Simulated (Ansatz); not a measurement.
## Al: geometry relaxation (part 2 of 2)

The same run, continued: Al (P6₂22, 3 atoms in the cell); DFT PBE, scalar-relativistic, plane waves, PAW, no spin polarisation (Ansatz 0.2.0); cutoff 420 eV, 6×6×6 k-mesh, Gaussian smearing of 0.1 eV. The structure was made by a generator, so it may or may not be a known phase.

Geometry of the input (Å; fractional positions):
```
4.6316  0.0000  0.0000
-2.3158  4.0111  0.0000
0.0000  0.0000  3.0364
Al 0.5000  0.5000  0.3333
Al 0.5000  0.0000  0.0000
Al 0.0000  0.5000  0.6667
```

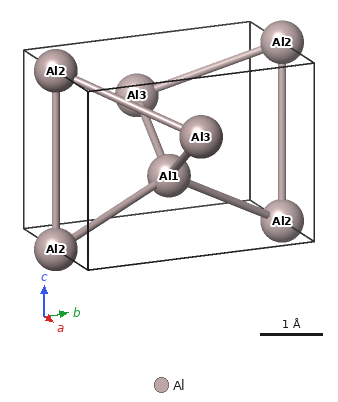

*The geometry at step 3 of the log (ball-and-stick view of the cell of the calculation, seen slightly off an axis; atoms are numbered from 1 in the order of the input).*

Log, continued:
```
SCF iter   1: F=—  HF=-1611.559637 eV  |F-HF|=—  |Δ(HF+E_count)|=         —  Δρ=3.41e-3  dr2=9.02e-3  ethr=1.04e-4  ⟨swp⟩=1.0  Hψ=2292  notcnv=0
preconditioner: auto → none  [metal: Δε(μ)=0.070 eV  Ē_g=7.118 eV  σ=0.100 eV  W_gap=0.38  n_scr=6 (ndim 8)  ℏωp=14.1 eV  f_vac=0.000  D(μ)=2.60/eV (n_scr^D=26)]
SCF iter   2: F=—  HF=-1611.557410 eV  |F-HF|=—  |Δ(HF+E_count)|=   2.23e-3  Δρ=1.40e-3  dr2=1.46e-3  ethr=1.00e-4  ⟨swp⟩=1.0  Hψ=252  notcnv=0
SCF iter   3: F=—  HF=-1611.557020 eV  |F-HF|=—  |Δ(HF+E_count)|=   3.90e-4  Δρ=6.75e-5  dr2=3.47e-6  ethr=1.63e-5  ⟨swp⟩=1.5  Hψ=310  notcnv=0
SCF iter   4: F=—  HF=-1611.557080 eV  |F-HF|=—  |Δ(HF+E_count)|=   5.96e-5  Δρ=3.00e-5  dr2=3.73e-7  ethr=3.86e-8  ⟨swp⟩=2.4  Hψ=386  notcnv=0
SCF iter   5: F=—  HF=-1611.557079 eV  |F-HF|=—  |Δ(HF+E_count)|=   3.99e-7  Δρ=4.27e-6  dr2=7.96e-9  ethr=4.15e-9  ⟨swp⟩=1.5  Hψ=300  notcnv=0
SCF iter   6: F=-1611.557079 eV  HF=-1611.557079 eV  |F-HF|=7.73e-11  |Δ(HF+E_count)|=   3.66e-9  Δρ=6.25e-7  dr2=1.71e-10  ethr=2.13e-11  ⟨swp⟩=4.2  Hψ=834  notcnv=0
SCF 6 converged in 6 iterations: F = -1611.557079 eV  dr2 = 1.71e-10
  greatest PAW one-centre occupation: 0.475 electrons in one spin orbital (limit 2), on the Al atom at site 0 (counted from 0), in its partial waves of l = 0
relax step   6: F+E_penalty+E_count = -1611.55707916 eV  Δ(F+E_penalty+E_count) = -9.321e-3 eV  max|allowed force component| = 8.095e-18 eV/Å  Δτ_max = 0.0000 Å  P = -0.142 GPa  Ω = 62.527 Å³  energy of the carried Pulay correction = -1.704e-3 eV  (6 SCF iters, accepted)
Crystal: 3 atoms, lattice volume = 62.714 Å³
iter 1 solved again at ethr=2.91e-5 eV; its pass at ethr=3.10e-3 eV (dr2=2.62e-3 eV) is discarded
SCF iter   1: F=—  HF=-1611.557419 eV  |F-HF|=—  |Δ(HF+E_count)|=         —  Δρ=1.90e-3  dr2=2.80e-3  ethr=2.91e-5  ⟨swp⟩=1.0  Hψ=2254  notcnv=0
preconditioner: auto → none  [metal: Δε(μ)=0.012 eV  Ē_g=7.134 eV  σ=0.100 eV  W_gap=0.07  n_scr=6 (ndim 8)  ℏωp=14.1 eV  f_vac=0.000  D(μ)=1.78/eV (n_scr^D=8)]
SCF iter   2: F=—  HF=-1611.556748 eV  |F-HF|=—  |Δ(HF+E_count)|=   6.71e-4  Δρ=7.88e-4  dr2=4.56e-4  ethr=2.91e-5  ⟨swp⟩=1.0  Hψ=252  notcnv=0
SCF iter   3: F=—  HF=-1611.556632 eV  |F-HF|=—  |Δ(HF+E_count)|=   1.16e-4  Δρ=4.74e-5  dr2=2.01e-6  ethr=5.06e-6  ⟨swp⟩=1.7  Hψ=318  notcnv=0
SCF iter   4: F=—  HF=-1611.556754 eV  |F-HF|=—  |Δ(HF+E_count)|=   1.23e-4  Δρ=2.19e-5  dr2=2.14e-7  ethr=3.33e-9  ⟨swp⟩=6.8  Hψ=1515  notcnv=0
SCF iter   5: F=-1611.556754 eV  HF=-1611.556754 eV  |F-HF|=7.32e-10  |Δ(HF+E_count)|=   7.38e-8  Δρ=2.75e-6  dr2=4.88e-9  ethr=2.37e-9  ⟨swp⟩=3.0  Hψ=805  notcnv=0
SCF 7 converged in 5 iterations: F = -1611.556754 eV  dr2 = 4.88e-9
  greatest PAW one-centre occupation: 0.475 electrons in one spin orbital (limit 2), on the Al atom at site 2 (counted from 0), in its partial waves of l = 0
relax step   7: F+E_penalty+E_count = -1611.55675428 eV  Δ(F+E_penalty+E_count) = +3.249e-4 eV  max|allowed force component| = 6.939e-18 eV/Å  Δτ_max = 0.0000 Å  P = -0.267 GPa  Ω = 62.714 Å³  energy of the carried Pulay correction = -1.793e-3 eV  (5 SCF iters, dr2 threshold 3.00e-7 eV, rejected (line search))
Crystal: 3 atoms, lattice volume = 62.483 Å³
iter 1 solved again at ethr=8.29e-6 eV; its pass at ethr=3.10e-3 eV (dr2=7.46e-4 eV) is discarded
SCF iter   1: F=—  HF=-1611.564310 eV  |F-HF|=—  |Δ(HF+E_count)|=         —  Δρ=1.03e-3  dr2=8.10e-4  ethr=8.29e-6  ⟨swp⟩=2.2  Hψ=2189  notcnv=0
preconditioner: auto → none  [insulator: Δε(μ)=0.111 eV  Ē_g=7.142 eV  σ=0.100 eV  W_gap=0.52  n_scr=6 (ndim 8)  ℏωp=14.1 eV  f_vac=0.000  D(μ)=1.63/eV (n_scr^D=6)  ε∞_Penn≈4.9]
SCF iter   2: F=—  HF=-1611.564116 eV  |F-HF|=—  |Δ(HF+E_count)|=   1.95e-4  Δρ=4.27e-4  dr2=1.36e-4  ethr=8.29e-6  ⟨swp⟩=1.0  Hψ=252  notcnv=0
SCF iter   3: F=—  HF=-1611.564081 eV  |F-HF|=—  |Δ(HF+E_count)|=   3.42e-5  Δρ=2.25e-5  dr2=2.39e-7  ethr=1.51e-6  ⟨swp⟩=1.7  Hψ=329  notcnv=0
SCF iter   4: F=—  HF=-1611.564169 eV  |F-HF|=—  |Δ(HF+E_count)|=   8.75e-5  Δρ=4.88e-6  dr2=1.59e-8  ethr=2.65e-9  ⟨swp⟩=2.0  Hψ=385  notcnv=0
SCF iter   5: F=-1611.564169 eV  HF=-1611.564169 eV  |F-HF|=1.68e-11  |Δ(HF+E_count)|=   3.01e-9  Δρ=4.91e-7  dr2=1.65e-10  ethr=2.13e-11  ⟨swp⟩=4.8  Hψ=909  notcnv=0
SCF 8 converged in 5 iterations: F = -1611.564169 eV  dr2 = 1.65e-10
  greatest PAW one-centre occupation: 0.476 electrons in one spin orbital (limit 2), on the Al atom at site 2 (counted from 0), in its partial waves of l = 0
relax step   8: F+E_penalty+E_count = -1611.56416885 eV  Δ(F+E_penalty+E_count) = -7.090e-3 eV  max|allowed force component| = 4.240e-18 eV/Å  Δτ_max = 0.0000 Å  P = -0.066 GPa  Ω = 62.483 Å³  energy of the carried Pulay correction = -1.713e-3 eV  (5 SCF iters, accepted)
Basis set: ecut = 420 eV, 1251 PW (Γ), exchange–correlation on 72×72×40 points (8 copies of the dense FFT grid, shifted against one another)
Initial wavefunctions: pseudopotential atomic-orbital guess (no wavefunctions were taken with the density)
iter 1 solved again at ethr=2.33e-7 eV; its pass at ethr=3.10e-3 eV (dr2=2.10e-5 eV) is discarded
SCF iter   1: F=—  HF=-1611.570023 eV  |F-HF|=—  |Δ(HF+E_count)|=         —  Δρ=1.61e-4  dr2=1.69e-6  ethr=2.33e-7  ⟨swp⟩=3.2  Hψ=2835  notcnv=0
preconditioner: auto → none  [insulator: Δε(μ)=0.111 eV  Ē_g=7.141 eV  σ=0.100 eV  W_gap=0.52  n_scr=6 (ndim 8)  ℏωp=14.1 eV  f_vac=0.000  D(μ)=1.62/eV (n_scr^D=6)  ε∞_Penn≈4.9]
SCF iter   2: F=—  HF=-1611.570073 eV  |F-HF|=—  |Δ(HF+E_count)|=   5.03e-5  Δρ=8.20e-5  dr2=4.10e-7  ethr=1.87e-8  ⟨swp⟩=2.1  Hψ=379  notcnv=0
SCF iter   3: F=—  HF=-1611.570082 eV  |F-HF|=—  |Δ(HF+E_count)|=   9.01e-6  Δρ=3.73e-6  dr2=3.59e-9  ethr=4.55e-9  ⟨swp⟩=2.0  Hψ=383  notcnv=0
SCF iter   4: F=-1611.570082 eV  HF=-1611.570082 eV  |F-HF|=3.26e-10  |Δ(HF+E_count)|=   1.85e-8  Δρ=5.16e-7  dr2=1.26e-10  ethr=2.13e-11  ⟨swp⟩=5.6  Hψ=1189  notcnv=0
SCF 9 converged in 4 iterations: F = -1611.570082 eV  dr2 = 1.26e-10
relax step   9: F+E_penalty+E_count = -1611.57008235 eV  Δ(F+E_penalty+E_count) = -5.914e-3 eV  max|allowed force component| = 2.313e-18 eV/Å  Δτ_max = 0.0000 Å  P = +0.043 GPa  Ω = 62.483 Å³  stress off target by 1.09e-1 GPa  SCF on the basis re-selected at this cell (its energy is not comparable with the rows above)  (4 SCF iters)
basis re-selected at this cell: Δ(F+E_penalty+E_count) = -5.914e-3 eV, ΔP = +0.109 GPa vs the last step (what re-selecting the basis moved, of the pressure what is left beyond the Pulay correction that the steps carried, after the strain that the cell walked since its last selection, with what the two solves' SCF thresholds leave and, on support functions, any second-order correction that the steps lacked; it is no measure of the basis error at this ecutwfc). The dense FFT grid was sized anew with the basis: this SCF ran on 36×36×20 points, the steps before it on 32×32×24, so part of this shift can come from that change (see relax.cell in the input reference). This SCF's stress stands 1.09e-1 GPa from its target on what of the cell is left free (relax.cell.stress_tol is 4.00e-1 GPa) and its largest allowed force component is 2.31e-18 eV/Å (relax.f_tol is 4.00e-2 eV/Å): within both
SCF converged after 4 iterations
Free energy (F): -1611.570082 eV
Harris-Foulkes:  -1611.570082 eV  (|F-HF|=3.26e-10)
Internal energy: -1611.561994 eV  (E = F + TS)
E sigma→0 (E₀):  -1611.566038 eV
Entropy (-TS):   -0.008088 eV (-2.696 meV/atom)
Fermi energy:    5.352675 eV
--- Per-component energies (eV) ---
  E_band       = 12.927953
  E_kinetic    = 64.021054
  E_local      = -4.577166  (includes V_loc(G=0)·N_el)
  E_nonlocal   = 32.258359
  E_hartree    = 7.957266
  E_xc         = -116.813278
  E_vxc        = -83.629856  (∫ρ·V_xc dr)
  E_paw        = -1402.056658  (= ΣΔE_a)
  E_vpaw       = -11.059003  (= ΣTr[D̂ρ^β])
  E_aug_tail   = -0.000006  (compensation charges beyond the density's cutoff)
  E_ewald      = -192.351565
  E_smearing   = -0.008088  (= −TS)
  E_closure    = -0.000000  (closes the sum)
  Σ components = -1611.570082   (vs F -1611.570082, Δ=0.00e0)
--- Forces (eV/Å), atoms counted from 1 ---
  atom   1  Al     0.00000000    -0.00000000    -0.00000000
  atom   2  Al     0.00000000    -0.00000000    -0.00000000
  atom   3  Al     0.00000000    -0.00000000     0.00000000
  max |Σ_I F_I| component: 9.25e-18 eV/Å
--- Stress (GPa, compression-positive) ---
        0.109484       0.000000      -0.000000
        0.000000       0.109484      -0.000000
       -0.000000      -0.000000      -0.091001
  P = ⅓ Tr σ = 0.0427 GPa (0.427 kbar)
--- Band table (eV; the first three rows and the last of 28) ---
  k-point 0: bands = ["-4.5116", "1.3417", "2.7923", "2.7923", "4.0089", "4.0089", "7.3635", "12.6279", "12.6279"]
  k-point 1: bands = ["-4.0017", "1.8097", "3.2677", "3.3034", "4.4685", "4.4815", "7.7192", "7.8667", "13.1405"]
  k-point 2: bands = ["-2.4833", "3.2117", "3.4052", "4.6492", "4.8445", "5.8301", "5.8517", "9.0151", "9.2427"]
  k-point 27: bands = ["1.7319", "1.8215", "1.8215", "1.9430", "4.5174", "4.5174", "9.4614", "9.8266", "9.8266"]
--- Relaxed structure (8 steps of the walk, 6 accepted, 1 SCFs on fresh bases) ---
  F+E_penalty+E_count = -1611.57008235 eV   max|allowed force component| = 2.313e-18 eV/Å   (the final SCF, on the basis selected at the relaxed cell)
  cell:  # Å, volume = 62.4825 Å³
    - [5.044466204875556, 3.1440672807855806e-9, -1.1629384298841227e-33]
    - [-2.5222331051606206, 4.368635880382274, 1.7861552634347775e-34]
    - [-5.590991346322903e-34, -2.5921868969315276e-33, 2.8352891121236157]
  atoms:
    - { symbol: Al, position: [0.49999999999999994, 0.49999999999999994, 0.33333333333333326] }
    - { symbol: Al, position: [0.49999999999999994, 2.703477371218651e-67, 6.6070233719735e-34] }
    - { symbol: Al, position: [-5.551115123125783e-17, 0.49999999999999994, 0.6666666666666665] }
```

Trajectory as extended XYZ (Å, eV, eV/Å), 9 frames, from step=1 to step=9:
```
3
Lattice="4.6316 0.0000 0.0000 -2.3158 4.0111 0.0000 0.0000 0.0000 3.0364" Properties=species:S:1:pos:R:3:forces:R:3 step=1 energy=-1611.24350 pressure_GPa=7.99
Al    1.1579    2.0055    1.0121    0.0000   0.0000   0.0000
Al    2.3158    0.0000    0.0000    0.0000   0.0000   0.0000
Al   -1.1579    2.0055    2.0243    0.0000   0.0000   0.0000
3
Lattice="4.8567 0.0000 0.0000 -2.4283 4.2060 0.0000 0.0000 0.0000 2.9126" Properties=species:S:1:pos:R:3:forces:R:3 step=2 energy=-1611.50991 pressure_GPa=3.06
Al    1.2142    2.1030    0.9709    0.0000   0.0000   0.0000
Al    2.4283    0.0000    0.0000    0.0000   0.0000   0.0000
Al   -1.2142    2.1030    1.9418    0.0000   0.0000   0.0000
3
Lattice="4.9465 0.0000 0.0000 -2.4732 4.2838 0.0000 0.0000 0.0000 2.9206" Properties=species:S:1:pos:R:3:forces:R:3 step=3 energy=-1611.54347 pressure_GPa=0.49
Al    1.2366    2.1419    0.9735    0.0000   0.0000   0.0000
Al    2.4732    0.0000    0.0000    0.0000   0.0000   0.0000
Al   -1.2366    2.1419    1.9470    0.0000   0.0000   0.0000
3
Lattice="4.9796 0.0000 0.0000 -2.4898 4.3125 0.0000 0.0000 0.0000 2.9026" Properties=species:S:1:pos:R:3:forces:R:3 step=4 energy=-1611.54776 pressure_GPa=0.05
Al    1.2449    2.1562    0.9675    0.0000   0.0000   0.0000
Al    2.4898    0.0000    0.0000    0.0000   0.0000   0.0000
Al   -1.2449    2.1562    1.9351    0.0000   0.0000   0.0000
3
Lattice="5.1612 0.0000 0.0000 -2.5806 4.4697 0.0000 0.0000 0.0000 2.7522" Properties=species:S:1:pos:R:3:forces:R:3 step=5 energy=-1611.52898 pressure_GPa=-0.86 accepted=F
Al    1.2903    2.2349    0.9174    0.0000   0.0000   0.0000
Al    2.5806    0.0000    0.0000    0.0000   0.0000   0.0000
Al   -1.2903    2.2349    1.8348    0.0000   0.0000   0.0000
3
Lattice="5.0137 0.0000 0.0000 -2.5069 4.3420 0.0000 0.0000 0.0000 2.8722" Properties=species:S:1:pos:R:3:forces:R:3 step=6 energy=-1611.55708 pressure_GPa=-0.14
Al    1.2534    2.1710    0.9574    0.0000   0.0000   0.0000
Al    2.5069    0.0000    0.0000    0.0000   0.0000   0.0000
Al   -1.2534    2.1710    1.9148    0.0000   0.0000   0.0000
3
Lattice="5.0888 0.0000 0.0000 -2.5444 4.4070 0.0000 0.0000 0.0000 2.7965" Properties=species:S:1:pos:R:3:forces:R:3 step=7 energy=-1611.55675 pressure_GPa=-0.27 accepted=F
Al    1.2722    2.2035    0.9322    0.0000   0.0000   0.0000
Al    2.5444    0.0000    0.0000    0.0000   0.0000   0.0000
Al   -1.2722    2.2035    1.8643    0.0000   0.0000   0.0000
3
Lattice="5.0445 0.0000 0.0000 -2.5222 4.3686 0.0000 0.0000 0.0000 2.8353" Properties=species:S:1:pos:R:3:forces:R:3 step=8 energy=-1611.56417 pressure_GPa=-0.07
Al    1.2611    2.1843    0.9451    0.0000   0.0000   0.0000
Al    2.5222    0.0000    0.0000    0.0000   0.0000   0.0000
Al   -1.2611    2.1843    1.8902    0.0000   0.0000   0.0000
3
Lattice="5.0445 0.0000 0.0000 -2.5222 4.3686 0.0000 0.0000 0.0000 2.8353" Properties=species:S:1:pos:R:3:forces:R:3 step=9 energy=-1611.57008 pressure_GPa=0.04
Al    1.2611    2.1843    0.9451    0.0000   0.0000   0.0000
Al    2.5222    0.0000    0.0000    0.0000   0.0000   0.0000
Al   -1.2611    2.1843    1.8902    0.0000   0.0000   0.0000
```

Summary:

```tsv
quantity	value
outcome	converged
space group (tolerance 0.01 Å)	P6₂22 (180)
electrons treated	9
free energy	−1611.5701 eV
Fermi energy	5.353 eV
gap on the k-point mesh	none (metallic)
pressure	0.04 GPa
final volume	62.48 Å³
largest force (length of the vector) at the end	under 0.001 eV/Å
final cell	a = 5.044 Å, b = 5.044 Å, c = 2.835 Å, α = 90.00°, β = 90.00°, γ = 120.00°
hardware	1 thread of Arm Neoverse V2, 128 GiB of memory available, shared host
wall time	16 s
peak memory	0.3 GiB
```
